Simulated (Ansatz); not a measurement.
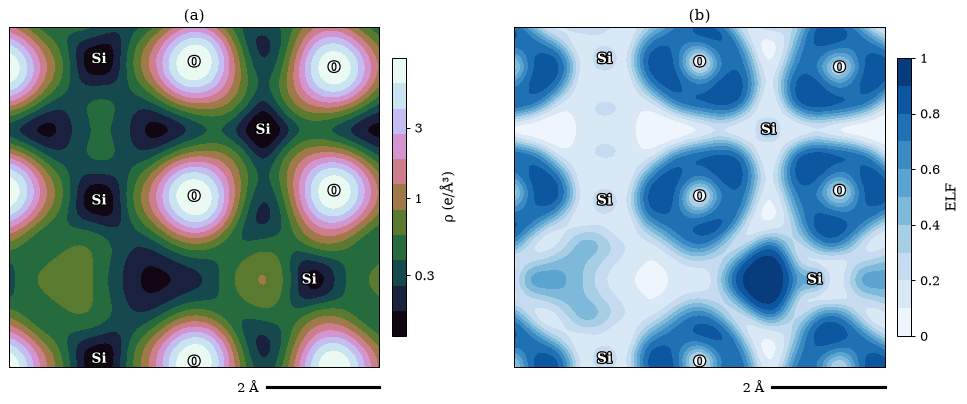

*Si9O16 (cell with a defect). (a) valence pseudo-density; (b) electron localisation function on the (010) plane of the calculation cell.*

PAW files of the earlier set (soft_1).

Theory: Ansatz 0.2.0, DFT PBE, scalar-relativistic, plane waves, PAW.

Describe what can be read from this map.

- The plane passes through Si and O nuclei.
- Atoms just off the plane (O, 0.8 Å away and Si, 0.9 Å away) can leave unmarked features too.
- Si–O (1.62 Å): the density is about 1.2 e/Å³ at the midpoint; the ELF peaks at about 0.85 between the atoms.
- Si–O (1.69 Å): ρ is about 1.1 e/Å³ halfway; the ELF peaks at about 0.85 between the atoms.
- Si–O (1.71 Å): the density is about 1 e/Å³ at the midpoint; the ELF peaks at about 0.85 between the atoms.
- Between the atoms the lowest density in this plane is 0.15 e/Å³.
